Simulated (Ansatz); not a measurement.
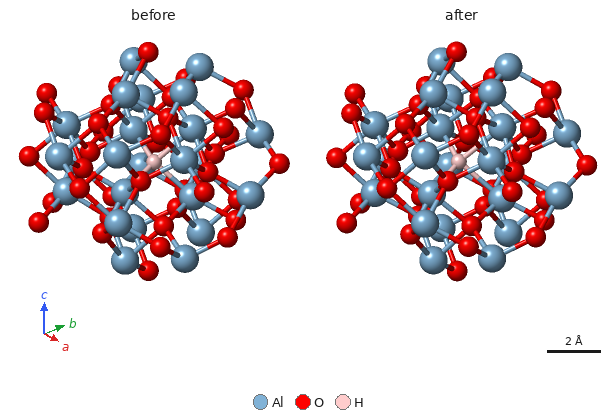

The structure of a defect cell of composition Al₄₈O₇₁H (cell charge +1) before (left) and after (right) a relaxation, at one scale.

The picture is a ball-and-stick view of the atoms within 5.0 Å of the atom that moves most (axes of the cell of the calculation), seen slightly off an axis.

Theory: Ansatz, DFT, PBEsol, PAW, plane waves. (plane-wave cutoff 420 eV; k-point mesh 1 × 1 × 1; mesh shifted by (0.25, 0.25, 0.25); no spin polarisation; atoms relaxed in a fixed cell; force threshold 0.03 eV/Å; at most 80 steps)

Q: Summarise the run.

A: The atom that moves furthest is the H atom (0.13 Å roughly along [−1 −1 0]). Largest moves by element: H 0.13 Å, Al 0.11 Å, O 0.08 Å. The cell stays as it was. Some distances before and after: Al–H 1.973 → 2.162 Å, Al–H 2.006 → 2.162 Å, Al–O 1.990 → 1.891 Å, Al–O 1.941 → 2.032 Å. Bond angles that change, for instance: O–Al–O 165.0° → 157.9°, Al–O–Al 94.6° → 101.5°, Al–H–Al 119.6° → 126.1°. After 4 geometry steps the energy has fallen by 1.740 eV per cell of the calculation. Largest force component: 1.9 eV/Å at the start, 0.02 eV/Å at the end.

Limits of the set-up: the cell is charged, on a uniform background, and energies carry no finite-size correction.
